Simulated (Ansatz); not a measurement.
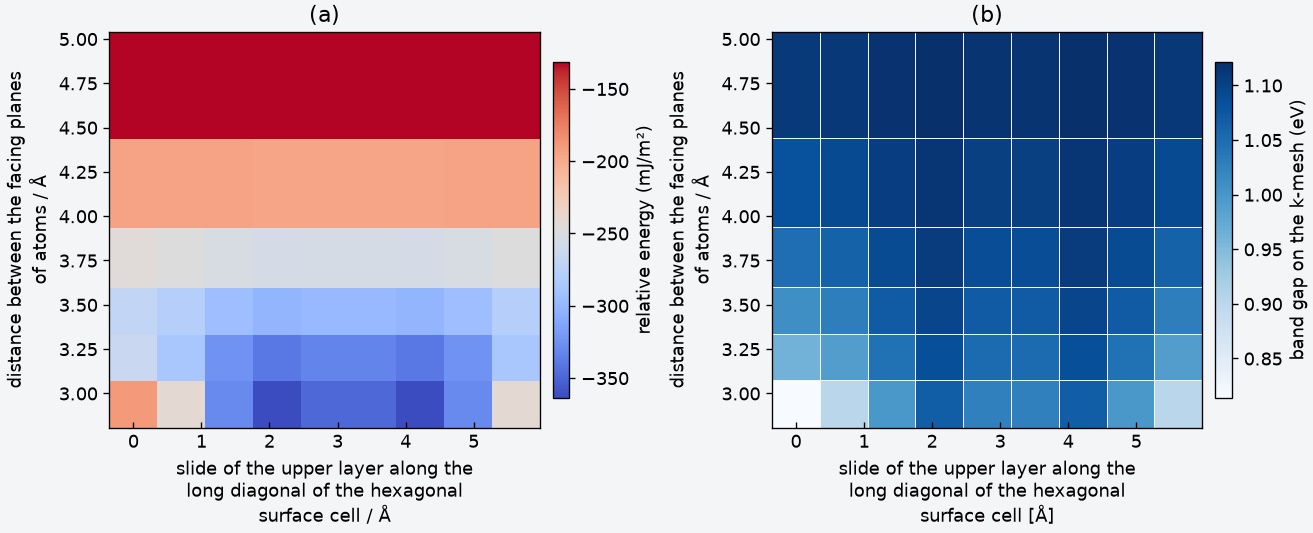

A bilayer of two ZrS₂ sheets (1T type), the upper one turned by 180 degrees about the normal (6 atoms in the cell). The upper layer of a bilayer is slid along a line and lifted, both layers rigid. Coordinates scanned: (1) slide of the upper layer along the long diagonal of the hexagonal surface cell, from S4 above S3; (2) distance between the facing planes of atoms. Grid: 9 × 6 points; 30 points were computed and 24 follow by symmetry. Points are written as (first, second). Energies: mJ/m², counted from the two layers apart. The calculation used Ansatz 0.2.0, DFT PBE+D3(BJ), scalar-relativistic, plane waves, PAW. Settings: cutoff 420 eV, k-mesh 9×9×1, gaussian smearing 0.05 eV, no spin polarisation.

Panel (a) is the energy and panel (b) the computed band gap on the k-mesh on the same grid.

In the figure: one coloured cell a grid point.

How does the band gap on the k-mesh vary over the map, and what is it at the lowest grid point?

Answer. It runs from 0.81 eV at (0.00 Å, 2.94 Å) to 1.12 eV at (2.11 Å, 4.74 Å). At the lowest grid point, (2.11 Å, 2.94 Å), it is 1.07 eV. That point lies on the edge of the scan.

```
second ↓, first →  0.00  0.70  1.40  2.11  2.81  3.51  4.21  4.92  5.62
             4.74  1.11  1.11  1.12  1.12  1.12  1.12  1.12  1.12  1.11
             4.14  1.08  1.09  1.10  1.11  1.10  1.10  1.11  1.10  1.09
             3.74  1.05  1.06  1.09  1.11  1.09  1.09  1.11  1.09  1.06
             3.46  1.01  1.03  1.07  1.10  1.07  1.07  1.10  1.07  1.03
             3.21  0.96  0.99  1.04  1.09  1.05  1.05  1.09  1.04  0.99
             2.94  0.81  0.90  1.00  1.07  1.03  1.03  1.07  1.00  0.90
```

PAW datasets: the set soft_1.
